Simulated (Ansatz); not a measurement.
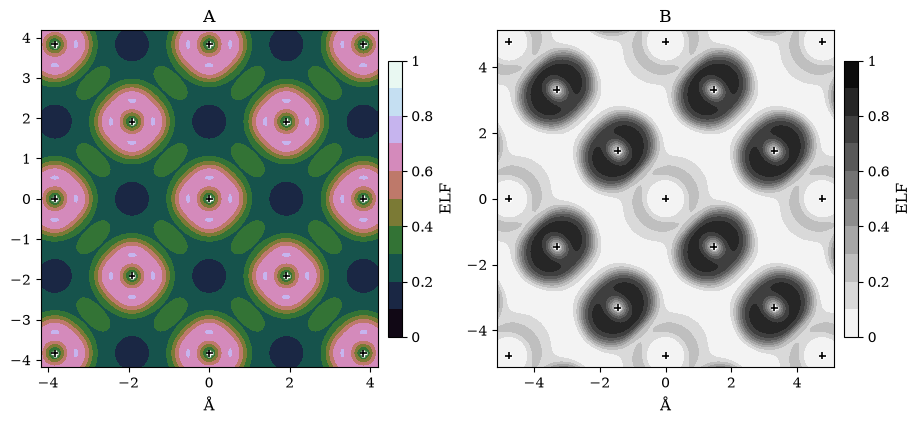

The ELF of 2 systems, each on a plane through atoms (crosses mark nuclei in the plane).

All numbers below come from DFT PBEsol, scalar-relativistic, plane waves, PAW (Ansatz).

System 1: SnO2, the (001) plane of the conventional cell. Space group P4₂/mnm.

```
Sn O
1.0
     4.76899    0.00000    0.00000
     0.00000    4.76899    0.00000
     0.00000    0.00000    3.21206
Sn O
2 4
Cartesian
  0.0000 0.0000 0.0000
  2.3845 2.3845 1.6060
  1.4606 1.4606 0.0000
  0.9238 3.8451 1.6060
  3.3083 3.3083 0.0000
  3.8451 0.9238 1.6060
```

System 2: Ir, the (010) plane of the conventional cell. Space group Fm-3m; computed without spin polarisation.

Q: Match each panel to its system.

A: Panel A is system 2, Ir: the plane holds Ir. Ir–Ir (2.71 Å): the ELF is about 0.35 at the midpoint. Panel B is system 1, SnO2: the plane holds Sn and O. Sn–O (2.07 Å): the ELF peaks at about 0.80 in the valence shell of O, 0.6 Å from its nucleus, and is about 0.25 at the midpoint; no shared electron pair shows on this line.
